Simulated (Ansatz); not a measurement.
**Geometry relaxation of ZnO (part 1 of 2)**

The run: geometry relaxation of ZnO (P6₃mc, 4 atoms in the cell). Method and program: DFT PBEsol, scalar-relativistic, plane waves, PAW, no spin polarisation (Ansatz 0.2.0).

The structure derives from an entry of the Crystallography Open Database. Figures and captions count atoms from 1; the log counts them from 0 in places.

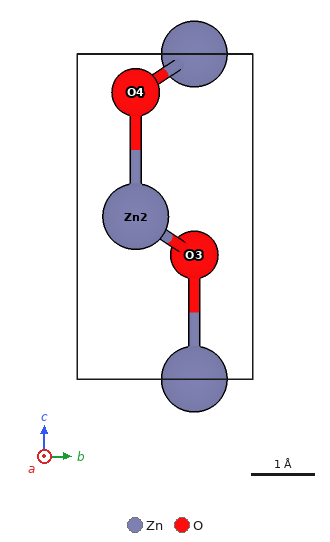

*The structure as given in the input (ball-and-stick view of the cell of the calculation, along the a axis; atoms are numbered from 1 in the order of the input). An atom can appear more than once, as a periodic image.*

Near neighbours in the periodic cell (some may lie outside the picture): Zn has 4 O at 1.97 to 1.99 Å; O has 4 Zn at 1.97 to 1.99 Å.

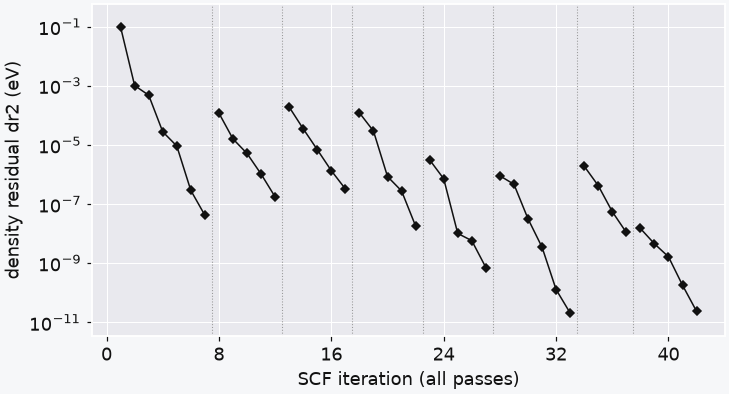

*Convergence of the self-consistent field: density residual dr2 against the SCF iteration. The dotted lines part the SCF passes of the relaxation: geometry steps, rejected trials and re-solves on a re-selected basis.*

The 8 passes take 4 to 7 iterations each, 42 in all.

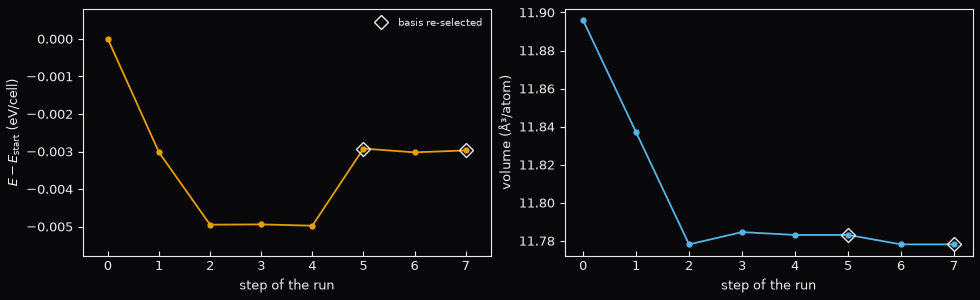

*Progress of the relaxation, step by step (the first geometry is step 0 here and step 1 in the log).*

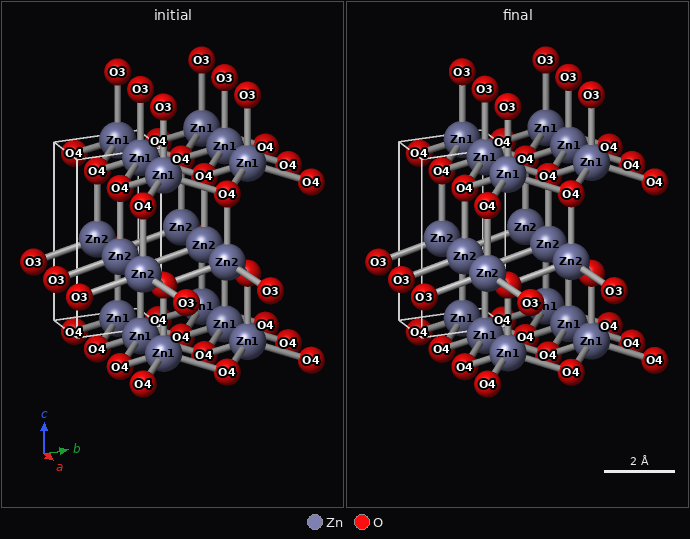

*Before (left) and after (right) the relaxation, at one scale (ball-and-stick view of the cell of the calculation, repeated 3 × 2 × 1, with bonded neighbours outside it, seen slightly off an axis).*

Over 5 geometry steps the energy falls by 3.0 meV per cell of the calculation. Largest force component: 0.034 eV/Å at the start, under 0.0001 eV/Å at the end. The pressure goes from −1.42 to 0.00 GPa. The basis was re-selected once at an unchanged geometry, which shifts the energy a little without any move. The largest moves relative to the cell, 0.008 Å, are those of Zn1, Zn2, O3 and O4. By element the largest moves are O 0.008 Å, Zn 0.008 Å. The drawn cell changes as follows: a = b 3.249 → 3.230 Å (−0.6 %), c 5.204 → 5.214 Å (+0.2 %); the volume changes by −1.0 %. Distances before and after: Zn1–O3 1.988 → 1.976 Å, Zn1–O4 1.974 → 1.969 Å. The space group stays P6_3mc (No. 186). The energy change given includes the shifts at the re-selections in mid-walk, which come without any move. A last SCF at the same geometry on a re-selected plane-wave basis shifts the energy by +0.1 meV per cell of the calculation. (Atoms are counted from 1 in the order of the input.)

The input that produced these results follows, with the program's output.

Input:
```yaml
crystal:
  lattice:
    - [3.2493987239, 0.0, 0.0]
    - [-1.6246993619, 2.8140618419, 0.0]
    - [0.0, 0.0, 5.2038]
  atoms:
    - { symbol: Zn, position: [0.3333333333, 0.6666666667, 0.0] }
    - { symbol: Zn, position: [0.6666666667, 0.3333333333, 0.5] }
    - { symbol: O, position: [0.3333333333, 0.6666666667, 0.3821] }
    - { symbol: O, position: [0.6666666667, 0.3333333333, 0.8821] }
basis:
  ecutwfc: 420
kpoints:
  mp_grid: { grid: [12, 12, 6] }
hamiltonian:
  xc: pbesol
scf:
  occupations: { method: gaussian, width: 0.02 }
output:
  forces: true
  stress: true
  eigenvalues: true
relax:
  adjacent_minimum: "off"
  f_tol: 0.005
  max_steps: 80
  cell: { stress_tol: 0.05 }
```

Command:
```bash
ansatz run input.yaml --threads 2 --pin off --max-ram 5120MiB --backend cpu --events-out ev --progress --plain --runs-dir out
```

The program's output:
```
Engine: ansatz 0.2.0, aarch64-unknown-linux-gnu
Pseudopotentials: kind: paw
Pseudopotential: Zn, paw, valence charge 12, recommended cutoff 420 eV (normal), Zn.paw.azcp
Pseudopotential: O, paw, valence charge 6, recommended cutoff 420 eV (normal), O.paw.azcp
Functional definition: PBEsol
  exchange = pbesol_x
  correlation = pbesol_c
Crystal: 4 atoms, lattice volume = 47.584 Å³
Basis set: ecut = 420 eV, 941 PW (Γ), exchange–correlation on 48×48×72 points (8 copies of the dense FFT grid, shifted against one another)
Bands: 22, of which v1, the nominal top of the filled ones, is band 18 counted from 1 (17 counted from 0)
Symmetry: 12 space group operations
Space group: P63mc (ITA 186), of the structure as read, at distance tolerance 3.6e-5 Å
k-points: 76 of 864 (time reversal used)
Non-local potential: Zn, projectors of the file, l = 0: 2, l = 1: 2, l = 2: 3, l = 3: 1
Non-local potential: O, projectors of the file, l = 0: 2, l = 1: 2, l = 2: 1
PAW form: soft (Blöchl's): semilocal exchange-correlation on the pseudo side does not see the compensation charge
PAW frozen core: Zn, regenerated for the run's functional, and the local potential with it (the file was generated under x = pbe(κ = 0.804, μ = 0.2195149727645171), c = pbe(β = 0.06672455060314922))
PAW frozen core: O, regenerated for the run's functional, and the local potential with it (the file was generated under x = pbe(κ = 0.804, μ = 0.2195149727645171), c = pbe(β = 0.06672455060314922))
PAW one-centre angular grid: Zn, 590 points (default); XC on 64 Gauss nodes
PAW one-centre angular grid: O, 110 points (default); XC on 64 Gauss nodes
Initial density: superposition of atomic densities (neutral atoms: chi_scale 0, normalization atom), corrected by the library's trained network
Initial wavefunctions: pseudopotential atomic-orbital guess
Functional: x = pbesol(κ = 0.804, μ = 0.12345679012345678), c = pbesol(β = 0.046)
SCF iter   1: F=—  HF=-7684.279967 eV  |F-HF|=—  |Δ(HF+E_count)|=         —  Δρ=1.58e-2  dr2=9.56e-2  ethr=1.77e-3  ⟨swp⟩=6.0  Hψ=7495  notcnv=0
preconditioner: auto → Resta (q_TF=auto, 2.604 Å⁻¹)  ε∞=7.6  [insulator: Δε(μ)=0.560 eV  Ē_g=12.545 eV  σ=0.020 eV  W_gap=1.00  n_scr=22 (ndim 8)  ℏωp=32.3 eV  f_vac=0.036  D(μ)=0.00/eV (n_scr^D=0)  ε∞_Penn≈7.6]
SCF iter   2: F=—  HF=-7684.255138 eV  |F-HF|=—  |Δ(HF+E_count)|=   2.48e-2  Δρ=2.10e-3  dr2=1.01e-3  ethr=2.65e-4  ⟨swp⟩=3.0  Hψ=3910  notcnv=0
SCF iter   3: F=—  HF=-7684.255141 eV  |F-HF|=—  |Δ(HF+E_count)|=   2.49e-6  Δρ=1.15e-3  dr2=4.78e-4  ethr=2.80e-6  ⟨swp⟩=1.1  Hψ=1721  notcnv=0
SCF iter   4: F=—  HF=-7684.255144 eV  |F-HF|=—  |Δ(HF+E_count)|=   2.88e-6  Δρ=2.31e-4  dr2=2.77e-5  ethr=1.33e-6  ⟨swp⟩=2.0  Hψ=2821  notcnv=0
SCF iter   5: F=—  HF=-7684.255143 eV  |F-HF|=—  |Δ(HF+E_count)|=   1.06e-6  Δρ=1.77e-4  dr2=9.14e-6  ethr=7.70e-8  ⟨swp⟩=2.0  Hψ=2888  notcnv=0
SCF iter   6: F=—  HF=-7684.255136 eV  |F-HF|=—  |Δ(HF+E_count)|=   6.09e-6  Δρ=2.93e-5  dr2=2.87e-7  ethr=2.54e-8  ⟨swp⟩=2.0  Hψ=2888  notcnv=0
SCF iter   7: F=-7684.255137 eV  HF=-7684.255137 eV  |F-HF|=7.96e-8  |Δ(HF+E_count)|=   3.54e-7  Δρ=9.83e-6  dr2=4.16e-8  ethr=2.78e-10  ⟨swp⟩=5.2  Hψ=7497  notcnv=0
SCF 1 converged in 7 iterations: F = -7684.255137 eV  dr2 = 4.16e-8
  greatest PAW one-centre occupation: 0.987 electrons in one spin orbital (limit 2), on the Zn atom at site 1 (counted from 0), in its partial waves of l = 2
relax step   1: F+E_penalty+E_count = -7684.25513688 eV  Δ(F+E_penalty+E_count) = +0.000e0 eV  max|allowed force component| = 3.427e-2 eV/Å  Δτ_max = 0.0000 Å  P = -1.423 GPa  Ω = 47.584 Å³  (7 SCF iters, dr2 threshold 1.00e-7 eV, accepted)
Crystal: 4 atoms, lattice volume = 47.348 Å³
Initial density: handed on by an earlier stage of this run
Initial wavefunctions: those handed on with the density
iter 1 solved again at ethr=3.51e-7 eV; its pass at ethr=3.10e-3 eV (dr2=1.26e-4 eV) is discarded
SCF iter   1: F=—  HF=-7684.258213 eV  |F-HF|=—  |Δ(HF+E_count)|=         —  Δρ=6.26e-4  dr2=1.18e-4  ethr=3.51e-7  ⟨swp⟩=2.4  Hψ=8517  notcnv=0
preconditioner: auto → Resta (q_TF=auto, 2.606 Å⁻¹)  ε∞=7.6  [insulator: Δε(μ)=0.709 eV  Ē_g=12.629 eV  σ=0.020 eV  W_gap=1.00  n_scr=22 (ndim 8)  ℏωp=32.4 eV  f_vac=0.031  D(μ)=0.00/eV (n_scr^D=0)  ε∞_Penn≈7.6]
SCF iter   2: F=—  HF=-7684.258159 eV  |F-HF|=—  |Δ(HF+E_count)|=   5.33e-5  Δρ=2.61e-4  dr2=1.59e-5  ethr=3.28e-7  ⟨swp⟩=2.0  Hψ=2880  notcnv=0
SCF iter   3: F=—  HF=-7684.258157 eV  |F-HF|=—  |Δ(HF+E_count)|=   2.53e-6  Δρ=1.14e-4  dr2=5.10e-6  ethr=4.41e-8  ⟨swp⟩=2.8  Hψ=3148  notcnv=0
SCF iter   4: F=—  HF=-7684.258157 eV  |F-HF|=—  |Δ(HF+E_count)|=   2.17e-7  Δρ=5.85e-5  dr2=1.03e-6  ethr=1.42e-8  ⟨swp⟩=2.0  Hψ=2863  notcnv=0
SCF iter   5: F=-7684.258157 eV  HF=-7684.258157 eV  |F-HF|=4.80e-8  |Δ(HF+E_count)|=   5.64e-8  Δρ=2.18e-5  dr2=1.74e-7  ethr=1.11e-9  ⟨swp⟩=5.3  Hψ=7517  notcnv=0
SCF 2 converged in 5 iterations: F = -7684.258157 eV  dr2 = 1.74e-7
relax step   2: F+E_penalty+E_count = -7684.25815709 eV  Δ(F+E_penalty+E_count) = -3.020e-3 eV  max|allowed force component| = 3.383e-2 eV/Å  Δτ_max = 0.0017 Å  P = -0.687 GPa  Ω = 47.348 Å³  energy of the carried Pulay correction = +1.112e-3 eV  (5 SCF iters, dr2 threshold 4.00e-7 eV, accepted)
Crystal: 4 atoms, lattice volume = 47.113 Å³
iter 1 solved again at ethr=5.39e-7 eV; its pass at ethr=3.10e-3 eV (dr2=1.94e-4 eV) is discarded
SCF iter   1: F=—  HF=-7684.260164 eV  |F-HF|=—  |Δ(HF+E_count)|=         —  Δρ=8.80e-4  dr2=1.90e-4  ethr=5.39e-7  ⟨swp⟩=2.3  Hψ=8550  notcnv=0
preconditioner: auto → Resta (q_TF=auto, 2.609 Å⁻¹)  ε∞=7.6  [insulator: Δε(μ)=0.712 eV  Ē_g=12.665 eV  σ=0.020 eV  W_gap=1.00  n_scr=22 (ndim 8)  ℏωp=32.5 eV  f_vac=0.030  D(μ)=0.00/eV (n_scr^D=0)  ε∞_Penn≈7.6]
SCF iter   2: F=—  HF=-7684.260092 eV  |F-HF|=—  |Δ(HF+E_count)|=   7.19e-5  Δρ=4.07e-4  dr2=3.49e-5  ethr=5.27e-7  ⟨swp⟩=2.5  Hψ=3076  notcnv=0
SCF iter   3: F=—  HF=-7684.260085 eV  |F-HF|=—  |Δ(HF+E_count)|=   6.97e-6  Δρ=1.32e-4  dr2=6.89e-6  ethr=9.71e-8  ⟨swp⟩=2.2  Hψ=2664  notcnv=0
SCF iter   4: F=—  HF=-7684.260085 eV  |F-HF|=—  |Δ(HF+E_count)|=   1.08e-7  Δρ=6.48e-5  dr2=1.34e-6  ethr=1.91e-8  ⟨swp⟩=2.0  Hψ=2882  notcnv=0
SCF iter   5: F=-7684.260085 eV  HF=-7684.260086 eV  |F-HF|=2.59e-8  |Δ(HF+E_count)|=   2.70e-7  Δρ=2.79e-5  dr2=3.23e-7  ethr=1.11e-9  ⟨swp⟩=5.6  Hψ=7642  notcnv=0
SCF 3 converged in 5 iterations: F = -7684.260085 eV  dr2 = 3.23e-7
  greatest PAW one-centre occupation: 0.987 electrons in one spin orbital (limit 2), on the Zn atom at site 0 (counted from 0), in its partial waves of l = 2
relax step   3: F+E_penalty+E_count = -7684.26008548 eV  Δ(F+E_penalty+E_count) = -1.928e-3 eV  max|allowed force component| = 2.357e-2 eV/Å  Δτ_max = 0.0032 Å  P = +0.066 GPa  Ω = 47.113 Å³  energy of the carried Pulay correction = +2.232e-3 eV  (5 SCF iters, dr2 threshold 4.00e-7 eV, accepted)
Crystal: 4 atoms, lattice volume = 47.138 Å³
iter 1 solved again at ethr=3.37e-7 eV; its pass at ethr=3.10e-3 eV (dr2=1.21e-4 eV) is discarded
SCF iter   1: F=—  HF=-7684.260141 eV  |F-HF|=—  |Δ(HF+E_count)|=         —  Δρ=8.01e-4  dr2=1.21e-4  ethr=3.37e-7  ⟨swp⟩=2.0  Hψ=8438  notcnv=0
preconditioner: auto → Resta (q_TF=auto, 2.608 Å⁻¹)  ε∞=7.6  [insulator: Δε(μ)=0.704 eV  Ē_g=12.656 eV  σ=0.020 eV  W_gap=1.00  n_scr=22 (ndim 8)  ℏωp=32.5 eV  f_vac=0.030  D(μ)=0.00/eV (n_scr^D=0)  ε∞_Penn≈7.6]
SCF iter   2: F=—  HF=-7684.260098 eV  |F-HF|=—  |Δ(HF+E_count)|=   4.29e-5  Δρ=3.87e-4  dr2=2.93e-5  ethr=3.37e-7  ⟨swp⟩=2.0  Hψ=2817  notcnv=0
SCF iter   3: F=—  HF=-7684.260076 eV  |F-HF|=—  |Δ(HF+E_count)|=   2.21e-5  Δρ=4.75e-5  dr2=8.48e-7  ethr=8.15e-8  ⟨swp⟩=2.0  Hψ=2808  notcnv=0
SCF iter   4: F=—  HF=-7684.260077 eV  |F-HF|=—  |Δ(HF+E_count)|=   3.03e-7  Δρ=2.67e-5  dr2=2.77e-7  ethr=2.36e-9  ⟨swp⟩=2.0  Hψ=3020  notcnv=0
SCF iter   5: F=-7684.260077 eV  HF=-7684.260077 eV  |F-HF|=3.79e-9  |Δ(HF+E_count)|=   4.58e-9  Δρ=6.28e-6  dr2=1.80e-8  ethr=9.80e-11  ⟨swp⟩=3.0  Hψ=7591  notcnv=0
SCF 4 converged in 5 iterations: F = -7684.260077 eV  dr2 = 1.80e-8
relax step   4: F+E_penalty+E_count = -7684.26007663 eV  Δ(F+E_penalty+E_count) = +8.847e-6 eV  max|allowed force component| = 6.356e-3 eV/Å  Δτ_max = 0.0035 Å  P = -0.019 GPa  Ω = 47.138 Å³  energy of the carried Pulay correction = +2.109e-3 eV  (5 SCF iters, dr2 threshold 3.53e-8 eV, accepted)
Crystal: 4 atoms, lattice volume = 47.132 Å³
iter 1 solved again at ethr=8.48e-9 eV; its pass at ethr=3.10e-3 eV (dr2=3.05e-6 eV) is discarded
SCF iter   1: F=—  HF=-7684.260124 eV  |F-HF|=—  |Δ(HF+E_count)|=         —  Δρ=1.26e-4  dr2=3.10e-6  ethr=8.48e-9  ⟨swp⟩=2.4  Hψ=7814  notcnv=0
preconditioner: auto → Resta (q_TF=auto, 2.608 Å⁻¹)  ε∞=7.6  [insulator: Δε(μ)=0.705 eV  Ē_g=12.658 eV  σ=0.020 eV  W_gap=1.00  n_scr=22 (ndim 8)  ℏωp=32.5 eV  f_vac=0.030  D(μ)=0.00/eV (n_scr^D=0)  ε∞_Penn≈7.6]
SCF iter   2: F=—  HF=-7684.260112 eV  |F-HF|=—  |Δ(HF+E_count)|=   1.26e-5  Δρ=5.95e-5  dr2=7.13e-7  ethr=8.48e-9  ⟨swp⟩=2.5  Hψ=2747  notcnv=0
SCF iter   3: F=—  HF=-7684.260112 eV  |F-HF|=—  |Δ(HF+E_count)|=   2.49e-7  Δρ=5.61e-6  dr2=1.01e-8  ethr=1.98e-9  ⟨swp⟩=2.0  Hψ=2825  notcnv=0
SCF iter   4: F=—  HF=-7684.260112 eV  |F-HF|=—  |Δ(HF+E_count)|=   1.10e-8  Δρ=5.04e-6  dr2=5.75e-9  ethr=7.01e-12  ⟨swp⟩=5.0  Hψ=7094  notcnv=0
SCF iter   5: F=-7684.260112 eV  HF=-7684.260112 eV  |F-HF|=5.70e-10  |Δ(HF+E_count)|=   2.84e-9  Δρ=1.35e-6  dr2=7.12e-10  ethr=7.01e-12  ⟨swp⟩=3.0  Hψ=7470  notcnv=0
SCF 5 converged in 5 iterations: F = -7684.260112 eV  dr2 = 7.12e-10
relax step   5: F+E_penalty+E_count = -7684.26011168 eV  Δ(F+E_penalty+E_count) = -3.505e-5 eV  max|allowed force component| = 3.138e-5 eV/Å  Δτ_max = 0.0005 Å  P = -0.000 GPa  Ω = 47.132 Å³  energy of the carried Pulay correction = +2.137e-3 eV  (5 SCF iters, dr2 threshold 2.53e-9 eV, accepted)
Initial wavefunctions: pseudopotential atomic-orbital guess (no wavefunctions were taken with the density)
iter 1 solved again at ethr=1.43e-7 eV; its pass at ethr=3.10e-3 eV (dr2=5.15e-5 eV) is discarded
```
